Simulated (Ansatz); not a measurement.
ZnS

```
Zn S
1.0
     1.92200   -3.30995    0.00000
    -5.70000   -3.27184    0.00000
     0.00000    0.00000   -6.23400
Zn S
4 4
Cartesian
  -3.7890 -4.3815 0.0000
  -1.9000 -1.0906 0.0000
  -3.8000 -2.1812 -3.1170
  0.0110 -2.2003 -3.1170
  -3.7890 -4.3815 -3.8339
  -1.9000 -1.0906 -3.8339
  -3.8000 -2.1812 -0.7169
  0.0110 -2.2003 -0.7169
```

Space group P2₁; changed on purpose from its base cell (strain -0.0100 x Voigt [0, 0, 0, 0, 0, 1], atoms carried along); not relaxed (largest force 0.3 eV/Å).

All numbers below come from DFT r2SCAN, scalar-relativistic, plane waves, PAW in Ansatz.

In a PAW calculation such maps are meaningful between the atoms, not at the nuclei.

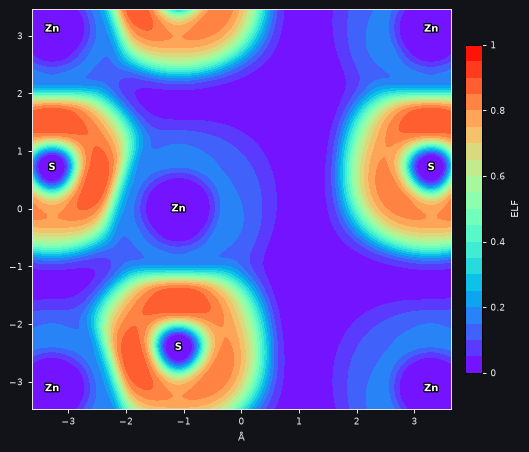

Figure 1. ELF on the (100) plane of the standardised cell.

**What do the fields say about this system?**

The plane passes through Zn and S nuclei. Zn–S (2.31 Å): the ELF peaks at about 0.90 in the valence shell of S, 0.8 Å from its nucleus, and is about 0.60 at the midpoint. Zn–S (2.40 Å): the ELF peaks at about 0.90 in the valence shell of S, 0.9 Å from its nucleus, and is about 0.55 at the midpoint.

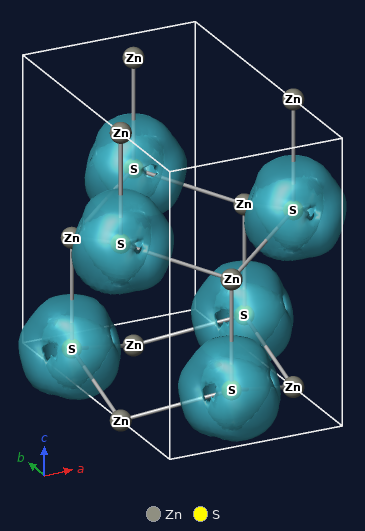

Figure 2. Isosurface of the electron localisation function at 0.8 (cyan), seen at an oblique angle. Only the valence region is drawn (cores and ρ < 0.01 e/Å³ removed). Sticks mark near contacts.

**Where are the electrons localised?**

The surface consists of four regions wrapped around S (the valence shell of each), counted in one cell of 8 atoms. Any copies at cell faces, edges or corners count once.

**Does the calculation give a band gap?**

It is gapped, with a Kohn–Sham gap of 2.8 eV on the k-point mesh (the band edges may lie off the mesh, which would make the gap smaller).
